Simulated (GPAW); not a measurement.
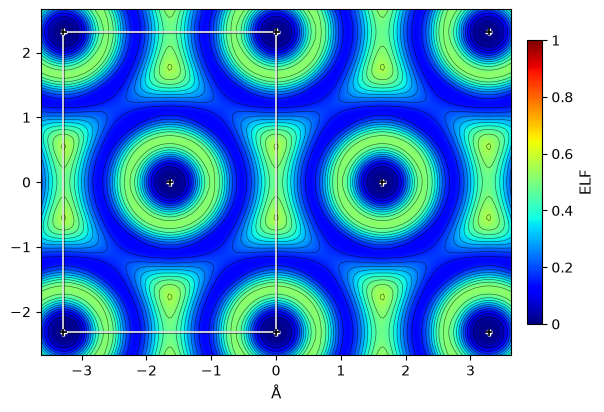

The electron localisation function on a plane through atoms (crosses mark nuclei in the plane).

The calculation used GPAW, Kohn-Sham DFT of a periodic cell, PBE, GPAW PAW data sets (gpaw-data 1.2.1).

Candidates:
A. Pt, a = 2.72 Å, b = 2.74 Å, c = 2.75 Å, α = 109.51°, β = 108.80°, γ = 109.59°. Space group P-1; a structure from a database of computed crystals, not necessarily the ambient phase.
B. Ir, a = 2.54 Å, b = 2.57 Å, c = 2.75 Å, α = 64.71°, β = 87.39°, γ = 61.36°. Space group P-1; computed pressure about 27 GPa in this cell.
C. Ti, a = 3.28 Å, b = 3.28 Å, c = 3.28 Å, α = 90.00°, β = 90.00°, γ = 90.00°. Space group Im-3m; computed pressure about −3 GPa in this cell.

### Which candidate gave the map?

Candidate C: Ti on the (101) plane of the conventional cell, which holds Ti. Ti–Ti (2.84 Å): the ELF is about 0.20 at the midpoint (no shared electron pair shows on this line).
